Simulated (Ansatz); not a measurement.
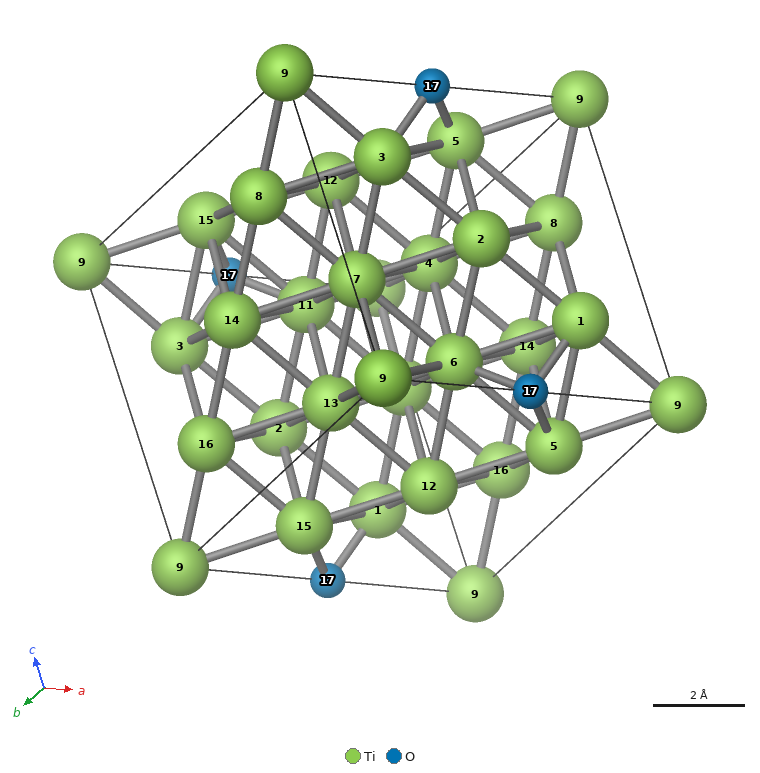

**Figure 1.** The input geometry (ball-and-stick view of the cell of the calculation, seen at an oblique angle; atoms are numbered from 1 in the order of the input). An atom can appear more than once, as a periodic image.

**Nudged elastic band, with input and output: Ti16O (part 1 of 3)**

Ti16O (defect cell, 17 atoms in the cell), computed with DFT PBE, scalar-relativistic, plane waves, PAW, no spin polarisation (Ansatz 0.2.0).

The structure derives from an entry of the Crystallography Open Database. It belongs to a series of runs on one base structure; here: climbing-image band for the jump of O by 2.91 A. Figures and captions count atoms from 1; the log counts them from 0 in places.

The program's output
```
Warning: neb: disabling space-group detection — the band's intermediate images generally break the endpoint symmetry, so no spatial operation reduces the k-mesh or symmetrises the density, except that a semilocal band can use its path's symmetry ahead of convergence; time reversal is kept, so that k and −k are solved as one point where they differ and the mesh holds both, and exact exchange and, on two spinor components, a DFT+U term hold to it where the run has them: on two components no moment then forms, and a state that bears one, which a typed moment (crystal.atoms[].spin; refused beside efield: under a hybrid functional) reaches, can lie lower, under hf by electronvolts; crystal.symmetry.detect: false (a key that needs symmetry detection or time reversal refuses this as the deck is read) with time_reversal: false beside it drops time reversal too
Engine: ansatz 0.2.0, x86_64-unknown-linux-gnu
Pseudopotentials: kind: paw
Pseudopotential: Ti, paw, valence charge 12, recommended cutoff 420 eV (normal), Ti.paw.azcp
Pseudopotential: O, paw, valence charge 6, recommended cutoff 420 eV (normal), O.paw.azcp
Functional definition: PBE
  parameter kappa = 0.804
  parameter beta = 0.06672455060314922
  exchange = pbe_x(kappa = kappa, mu = beta*pi^2/3)
  correlation = pbe_c(beta = beta)
parallel-image band execution: 4 concurrent image workers
NEB image 0
Crystal: 17 atoms, lattice volume = 278.119 Å³
Basis set: ecut = 420 eV, 5425 PW (Γ), exchange–correlation on 96×96×96 points (8 copies of the dense FFT grid, shifted against one another)
Bands: 119, of which v1, the nominal top of the filled ones, is band 99 counted from 1 (98 counted from 0)
Symmetry: 1 space group operations
k-points: 32 of 64 (time reversal used)
Non-local potential: Ti, projectors of the file, l = 0: 3, l = 1: 2, l = 2: 3, l = 3: 1
Non-local potential: O, projectors of the file, l = 0: 2, l = 1: 2, l = 2: 1
PAW form: soft (Blöchl's): semilocal exchange-correlation on the pseudo side does not see the compensation charge
PAW one-centre angular grid: Ti, 590 points (default); XC on 64 Gauss nodes
PAW one-centre angular grid: O, 110 points (default); XC on 64 Gauss nodes
Initial density: superposition of atomic densities (neutral atoms: chi_scale 0, normalization atom), corrected by the library's trained network
Initial wavefunctions: pseudopotential atomic-orbital guess
Functional: x = pbe(κ = 0.804, μ = 0.2195149727645171), c = pbe(β = 0.06672455060314922)
SCF iter   1: F=—  HF=-40564.377061 eV  |F-HF|=—  |Δ(HF+E_count)|=         —  Δρ=8.62e-3  dr2=4.01e-1  ethr=1.77e-3  ⟨swp⟩=6.7  Hψ=15257  notcnv=0
preconditioner: auto → Resta (q_TF=auto, 2.578 Å⁻¹)  ε∞=44.1  [insulator: Δε(μ)=0.116 eV  Ē_g=2.795 eV  σ=0.100 eV  W_gap=0.58  n_scr=78 (ndim 8)  ℏωp=18.4 eV  f_vac=0.000  D(μ)=16.60/eV (n_scr^D=176)  ε∞_Penn≈44.1]
SCF iter   2: F=—  HF=-40564.354666 eV  |F-HF|=—  |Δ(HF+E_count)|=   2.24e-2  Δρ=3.02e-3  dr2=4.73e-2  ethr=2.02e-4  ⟨swp⟩=1.2  Hψ=4452  notcnv=0
SCF iter   3: F=—  HF=-40564.353647 eV  |F-HF|=—  |Δ(HF+E_count)|=   1.02e-3  Δρ=6.46e-4  dr2=6.93e-4  ethr=2.39e-5  ⟨swp⟩=2.0  Hψ=4338  notcnv=0
SCF iter   4: F=—  HF=-40564.353834 eV  |F-HF|=—  |Δ(HF+E_count)|=   1.87e-4  Δρ=1.85e-4  dr2=9.82e-5  ethr=3.50e-7  ⟨swp⟩=2.0  Hψ=4735  notcnv=0
SCF iter   5: F=—  HF=-40564.353671 eV  |F-HF|=—  |Δ(HF+E_count)|=   1.63e-4  Δρ=5.28e-5  dr2=7.06e-6  ethr=4.96e-8  ⟨swp⟩=2.0  Hψ=4704  notcnv=0
SCF iter   6: F=—  HF=-40564.353671 eV  |F-HF|=—  |Δ(HF+E_count)|=   3.78e-7  Δρ=2.20e-5  dr2=1.48e-6  ethr=3.56e-9  ⟨swp⟩=2.0  Hψ=4636  notcnv=0
SCF iter   7: F=—  HF=-40564.353670 eV  |F-HF|=—  |Δ(HF+E_count)|=   1.66e-7  Δρ=8.87e-6  dr2=1.24e-7  ethr=7.45e-10  ⟨swp⟩=2.0  Hψ=4527  notcnv=0
SCF iter   8: F=-40564.353670 eV  HF=-40564.353670 eV  |F-HF|=8.66e-9  |Δ(HF+E_count)|=   1.22e-8  Δρ=1.96e-6  dr2=1.49e-8  ethr=5.05e-11  ⟨swp⟩=4.0  Hψ=10154  notcnv=0
SCF 1 converged in 8 iterations: F = -40564.353670 eV  dr2 = 1.49e-8
  greatest PAW one-centre occupation: 0.999 electrons in one spin orbital (limit 2), on the Ti atom at site 7 (counted from 0), in its partial waves of l = 0
NSCF: frozen V_eff on 32 k-points
NEB image 6
SCF iter   1: F=—  HF=-40564.376559 eV  |F-HF|=—  |Δ(HF+E_count)|=         —  Δρ=8.62e-3  dr2=4.01e-1  ethr=1.77e-3  ⟨swp⟩=6.8  Hψ=15286  notcnv=0
SCF iter   2: F=—  HF=-40564.354632 eV  |F-HF|=—  |Δ(HF+E_count)|=   2.19e-2  Δρ=3.02e-3  dr2=4.73e-2  ethr=2.03e-4  ⟨swp⟩=1.1  Hψ=4450  notcnv=0
SCF iter   3: F=—  HF=-40564.353645 eV  |F-HF|=—  |Δ(HF+E_count)|=   9.87e-4  Δρ=6.42e-4  dr2=6.95e-4  ethr=2.39e-5  ⟨swp⟩=2.0  Hψ=4337  notcnv=0
SCF iter   4: F=—  HF=-40564.353824 eV  |F-HF|=—  |Δ(HF+E_count)|=   1.79e-4  Δρ=1.68e-4  dr2=8.22e-5  ethr=3.51e-7  ⟨swp⟩=2.0  Hψ=4737  notcnv=0
SCF iter   5: F=—  HF=-40564.353671 eV  |F-HF|=—  |Δ(HF+E_count)|=   1.52e-4  Δρ=5.78e-5  dr2=7.96e-6  ethr=4.15e-8  ⟨swp⟩=2.0  Hψ=4704  notcnv=0
SCF iter   6: F=—  HF=-40564.353671 eV  |F-HF|=—  |Δ(HF+E_count)|=   7.32e-7  Δρ=2.11e-5  dr2=1.34e-6  ethr=4.02e-9  ⟨swp⟩=2.0  Hψ=4605  notcnv=0
SCF iter   7: F=-40564.353670 eV  HF=-40564.353670 eV  |F-HF|=3.28e-8  |Δ(HF+E_count)|=   1.32e-7  Δρ=7.65e-6  dr2=9.12e-8  ethr=5.05e-11  ⟨swp⟩=3.0  Hψ=11958  notcnv=0
SCF 2 converged in 7 iterations: F = -40564.353670 eV  dr2 = 9.12e-8
[... from here on the iterations of each SCF are left out, up to the last one ...]
NSCF: frozen V_eff on 32 k-points
NEB end point (image 0): max|allowed force component| = 1.347e-2 eV/Å (the criterion of neb.relax_end_points is 1.000e-2)
NEB end point (image 6): max|allowed force component| = 1.347e-2 eV/Å (the criterion of neb.relax_end_points is 1.000e-2)
NEB image 1
preconditioner: auto → Kerker (q_TF=auto, 2.578 Å⁻¹)  [metal: Δε(μ)=0.041 eV  Ē_g=2.824 eV  σ=0.100 eV  W_gap=0.23  n_scr=78 (ndim 8)  ℏωp=18.4 eV  f_vac=0.000  D(μ)=19.78/eV (n_scr^D=224)]
SCF 3 converged in 8 iterations: F = -40562.918505 eV  dr2 = 1.74e-8
NEB image 2
preconditioner: auto → Kerker (q_TF=auto, 2.578 Å⁻¹)  [metal: Δε(μ)=0.006 eV  Ē_g=2.887 eV  σ=0.100 eV  W_gap=0.03  n_scr=78 (ndim 8)  ℏωp=18.4 eV  f_vac=0.000  D(μ)=22.28/eV (n_scr^D=248)]
SCF 4 converged in 8 iterations: F = -40559.012000 eV  dr2 = 1.71e-8
NEB image 3
preconditioner: auto → Kerker (q_TF=auto, 2.578 Å⁻¹)  [metal: Δε(μ)=0.001 eV  Ē_g=2.911 eV  σ=0.100 eV  W_gap=0.01  n_scr=78 (ndim 8)  ℏωp=18.4 eV  f_vac=0.000  D(μ)=24.64/eV (n_scr^D=320)]
SCF 5 converged in 8 iterations: F = -40555.967824 eV  dr2 = 3.51e-8
NEB image 4
preconditioner: auto → Kerker (q_TF=auto, 2.578 Å⁻¹)  [metal: Δε(μ)=0.006 eV  Ē_g=2.888 eV  σ=0.100 eV  W_gap=0.03  n_scr=78 (ndim 8)  ℏωp=18.4 eV  f_vac=0.000  D(μ)=22.32/eV (n_scr^D=248)]
SCF 6 converged in 8 iterations: F = -40559.011017 eV  dr2 = 1.62e-8
NEB image 5
preconditioner: auto → Kerker (q_TF=auto, 2.578 Å⁻¹)  [metal: Δε(μ)=0.042 eV  Ē_g=2.824 eV  σ=0.100 eV  W_gap=0.23  n_scr=78 (ndim 8)  ℏωp=18.4 eV  f_vac=0.000  D(μ)=19.79/eV (n_scr^D=224)]
SCF 7 converged in 8 iterations: F = -40562.915439 eV  dr2 = 1.42e-8
NEB iter   1: max|band force component| = 1.464e1 eV/Å  barrier→ = 8.3858 eV  barrier← = 8.3858 eV  Δτ_max = 0.2000 Å  (55 SCF iters)
NEB image 1
Initial density: handed on by an earlier stage of this run
Initial wavefunctions: those handed on with the density
preconditioner: auto → Kerker (q_TF=auto, 2.578 Å⁻¹)  [metal: Δε(μ)=0.011 eV  Ē_g=2.789 eV  σ=0.100 eV  W_gap=0.06  n_scr=78 (ndim 8)  ℏωp=18.4 eV  f_vac=0.000  D(μ)=20.71/eV (n_scr^D=224)]
SCF 8 converged in 9 iterations: F = -40563.462363 eV  dr2 = 1.26e-8
NEB image 2
preconditioner: auto → Kerker (q_TF=auto, 2.578 Å⁻¹)  [metal: Δε(μ)=0.023 eV  Ē_g=2.777 eV  σ=0.100 eV  W_gap=0.13  n_scr=78 (ndim 8)  ℏωp=18.4 eV  f_vac=0.000  D(μ)=20.35/eV (n_scr^D=224)]
SCF 9 converged in 10 iterations: F = -40561.679797 eV  dr2 = 1.22e-8
NEB image 3
preconditioner: auto → Kerker (q_TF=auto, 2.578 Å⁻¹)  [metal: Δε(μ)=0.007 eV  Ē_g=2.761 eV  σ=0.100 eV  W_gap=0.04  n_scr=78 (ndim 8)  ℏωp=18.4 eV  f_vac=0.000  D(μ)=20.36/eV (n_scr^D=224)]
SCF 10 converged in 10 iterations: F = -40560.446232 eV  dr2 = 2.34e-8
NEB image 4
SCF 11 converged in 10 iterations: F = -40561.685522 eV  dr2 = 1.15e-8
NEB image 5
preconditioner: auto → Kerker (q_TF=auto, 2.578 Å⁻¹)  [metal: Δε(μ)=0.014 eV  Ē_g=2.789 eV  σ=0.100 eV  W_gap=0.08  n_scr=78 (ndim 8)  ℏωp=18.4 eV  f_vac=0.000  D(μ)=20.69/eV (n_scr^D=224)]
SCF 12 converged in 9 iterations: F = -40563.465318 eV  dr2 = 1.27e-8
NEB iter   2: max|band force component| = 5.629e0 eV/Å  barrier→ = 3.9074 eV  barrier← = 3.9074 eV  Δτ_max = 0.0986 Å  (48 SCF iters)
[... from here on the SCF iterations and repeated set-up lines of each step are left out, up to the last step ...]
NEB image 1
SCF 13 converged in 8 iterations: F = -40563.672178 eV  dr2 = 1.45e-8
NEB image 2
SCF 14 converged in 8 iterations: F = -40562.445409 eV  dr2 = 2.32e-8
NEB image 3
SCF 15 converged in 8 iterations: F = -40561.746466 eV  dr2 = 4.10e-8
NEB image 4
SCF 16 converged in 8 iterations: F = -40562.451905 eV  dr2 = 2.29e-8
NEB image 5
SCF 17 converged in 8 iterations: F = -40563.678501 eV  dr2 = 1.46e-8
NEB iter   3: max|band force component| = 2.638e0 eV/Å  barrier→ = 2.6072 eV  barrier← = 2.6072 eV  Δτ_max = 0.1223 Å  (40 SCF iters)
NEB image 1
SCF 18 converged in 7 iterations: F = -40563.706796 eV  dr2 = 5.83e-8
NEB image 2
SCF 19 converged in 8 iterations: F = -40562.744501 eV  dr2 = 1.82e-8
NEB image 3
SCF 20 converged in 8 iterations: F = -40562.403121 eV  dr2 = 7.48e-8
NEB image 4
SCF 21 converged in 8 iterations: F = -40562.749599 eV  dr2 = 1.78e-8
NEB image 5
SCF 22 converged in 7 iterations: F = -40563.713671 eV  dr2 = 5.81e-8
NEB iter   4: max|band force component| = 8.700e-1 eV/Å  barrier→ = 1.9505 eV  barrier← = 1.9505 eV  Δτ_max = 0.1959 Å  (38 SCF iters)
NEB image 1
SCF 23 converged in 7 iterations: F = -40563.628639 eV  dr2 = 4.41e-8
NEB image 2
SCF 24 converged in 8 iterations: F = -40562.787884 eV  dr2 = 2.03e-8
NEB image 3
SCF 25 converged in 9 iterations: F = -40563.016981 eV  dr2 = 1.92e-8
NEB image 4
SCF 26 converged in 8 iterations: F = -40562.789275 eV  dr2 = 1.97e-8
NEB image 5
SCF 27 converged in 7 iterations: F = -40563.635672 eV  dr2 = 4.35e-8
NEB iter   5: max|band force component| = 4.798e-1 eV/Å  barrier→ = 1.5658 eV  barrier← = 1.5658 eV  CI = image 2  Δτ_max = 0.2000 Å  (39 SCF iters)
NEB image 1
SCF 28 converged in 7 iterations: F = -40563.564701 eV  dr2 = 2.78e-8
NEB image 2
SCF 29 converged in 7 iterations: F = -40562.791039 eV  dr2 = 4.62e-8
NEB image 3
SCF 30 converged in 9 iterations: F = -40563.048148 eV  dr2 = 2.20e-8
NEB image 4
SCF 31 converged in 8 iterations: F = -40562.808912 eV  dr2 = 9.22e-8
NEB image 5
SCF 32 converged in 8 iterations: F = -40563.308517 eV  dr2 = 1.86e-8
NEB iter   6: max|band force component| = 5.179e-1 eV/Å  barrier→ = 1.5626 eV  barrier← = 1.5626 eV  CI = image 2  Δτ_max = 0.1713 Å  (39 SCF iters)
NEB image 1
SCF 33 converged in 6 iterations: F = -40563.546958 eV  dr2 = 2.17e-8
NEB image 2
SCF 34 converged in 6 iterations: F = -40562.793579 eV  dr2 = 5.57e-8
NEB image 3
SCF 35 converged in 9 iterations: F = -40563.187211 eV  dr2 = 1.19e-8
NEB image 4
SCF 36 converged in 8 iterations: F = -40562.795167 eV  dr2 = 2.68e-8
NEB image 5
SCF 37 converged in 7 iterations: F = -40563.519605 eV  dr2 = 8.14e-8
NEB iter   7: max|band force component| = 2.272e-1 eV/Å  barrier→ = 1.5601 eV  barrier← = 1.5601 eV  CI = image 2  Δτ_max = 0.0408 Å  (36 SCF iters)
NEB image 1
SCF 38 converged in 6 iterations: F = -40563.547892 eV  dr2 = 7.04e-9
NEB image 2
SCF 39 converged in 6 iterations: F = -40562.794131 eV  dr2 = 1.94e-8
NEB image 3
SCF 40 converged in 8 iterations: F = -40563.204334 eV  dr2 = 1.06e-8
NEB image 4
SCF 41 converged in 7 iterations: F = -40562.809052 eV  dr2 = 4.49e-8
NEB image 5
SCF 42 converged in 7 iterations: F = -40563.459499 eV  dr2 = 2.52e-8
NEB iter   8: max|band force component| = 9.013e-2 eV/Å  barrier→ = 1.5595 eV  barrier← = 1.5595 eV  CI = image 2  Δτ_max = 0.0332 Å  (34 SCF iters)
NEB image 1
preconditioner: auto → Kerker (q_TF=auto, 2.578 Å⁻¹)  [metal: Δε(μ)=0.007 eV  Ē_g=2.777 eV  σ=0.100 eV  W_gap=0.04  n_scr=78 (ndim 8)  ℏωp=18.4 eV  f_vac=0.000  D(μ)=23.38/eV (n_scr^D=320)]
SCF 43 converged in 6 iterations: F = -40563.545363 eV  dr2 = 6.61e-9
NEB image 2
preconditioner: auto → Kerker (q_TF=auto, 2.578 Å⁻¹)  [metal: Δε(μ)=0.006 eV  Ē_g=2.750 eV  σ=0.100 eV  W_gap=0.03  n_scr=78 (ndim 8)  ℏωp=18.4 eV  f_vac=0.000  D(μ)=23.69/eV (n_scr^D=320)]
SCF 44 converged in 6 iterations: F = -40562.794283 eV  dr2 = 1.13e-8
NEB image 3
preconditioner: auto → Kerker (q_TF=auto, 2.578 Å⁻¹)  [metal: Δε(μ)=0.007 eV  Ē_g=2.803 eV  σ=0.100 eV  W_gap=0.04  n_scr=78 (ndim 8)  ℏωp=18.4 eV  f_vac=0.000  D(μ)=25.87/eV (n_scr^D=320)]
SCF 45 converged in 7 iterations: F = -40563.204010 eV  dr2 = 2.99e-8
NEB image 4
preconditioner: auto → Kerker (q_TF=auto, 2.578 Å⁻¹)  [metal: Δε(μ)=0.011 eV  Ē_g=2.756 eV  σ=0.100 eV  W_gap=0.06  n_scr=78 (ndim 8)  ℏωp=18.4 eV  f_vac=0.000  D(μ)=23.51/eV (n_scr^D=320)]
SCF 46 converged in 7 iterations: F = -40562.823889 eV  dr2 = 3.84e-8
  greatest PAW one-centre occupation: 0.999 electrons in one spin orbital (limit 2), on the Ti atom at site 10 (counted from 0), in its partial waves of l = 0
NEB image 5
iter 1 solved again at ethr=2.87e-5 eV; its pass at ethr=3.10e-3 eV (dr2=5.69e-2 eV) is discarded
```
